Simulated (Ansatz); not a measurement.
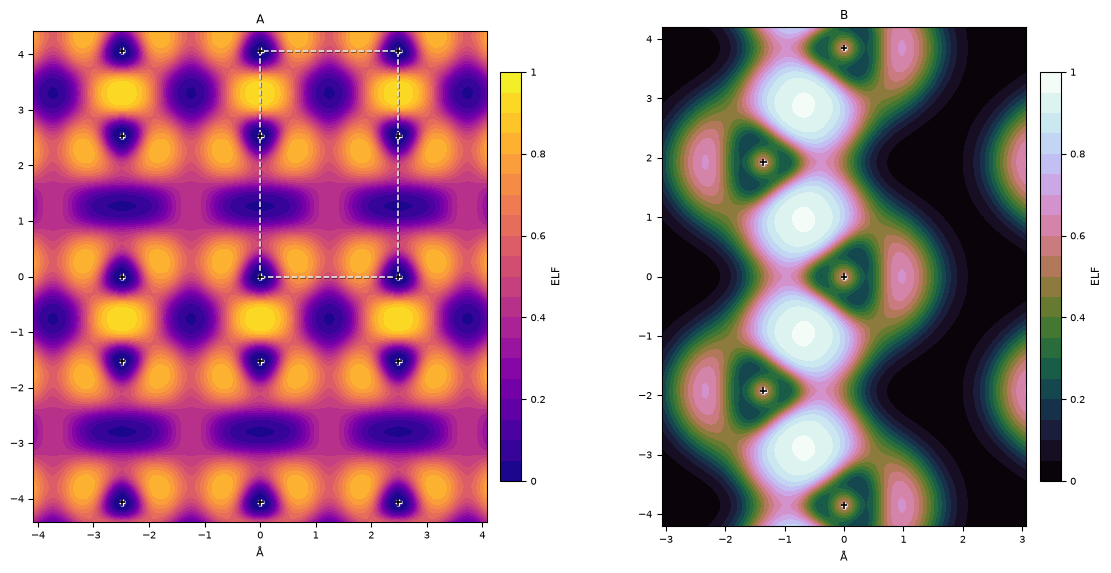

The ELF of 2 systems, each on a plane through atoms (crosses mark nuclei in the plane).

Level of theory: Kohn-Sham DFT of a periodic cell, revPBE, Ansatz PAW (Ansatz 0.2.0).

System 1: C, the (010) plane of the conventional cell. Space group P6₃/mmc; computed pressure about 28 GPa in this cell.

```yaml
crystal:
  lattice:
    - [2.48801, 0.00000, 0.00000]
    - [-1.24401, 2.15468, 0.00000]
    - [0.00000, 0.00000, 4.06294]
  atoms:
    - { symbol: C, position: [0.66667, 0.33333, 0.93750] }
    - { symbol: C, position: [0.33333, 0.66667, 0.43750] }
    - { symbol: C, position: [0.66667, 0.33333, 0.56250] }
    - { symbol: C, position: [0.33333, 0.66667, 0.06250] }
```

System 2: Si, the (110) plane of the conventional cell. Space group Fd-3m; a structure from a database of computed crystals, not necessarily the ambient phase; computed pressure about 3 GPa in this cell.

Which map belongs to which system?

Panel A is system 1, C: the plane holds C. C–C (1.52 Å): the ELF peaks at about 0.95 between the atoms: a covalent bond. Panel B is system 2, Si: the plane holds Si. Si–Si (2.36 Å): the ELF peaks at about 0.95 between the atoms, as expected for a shared electron pair.
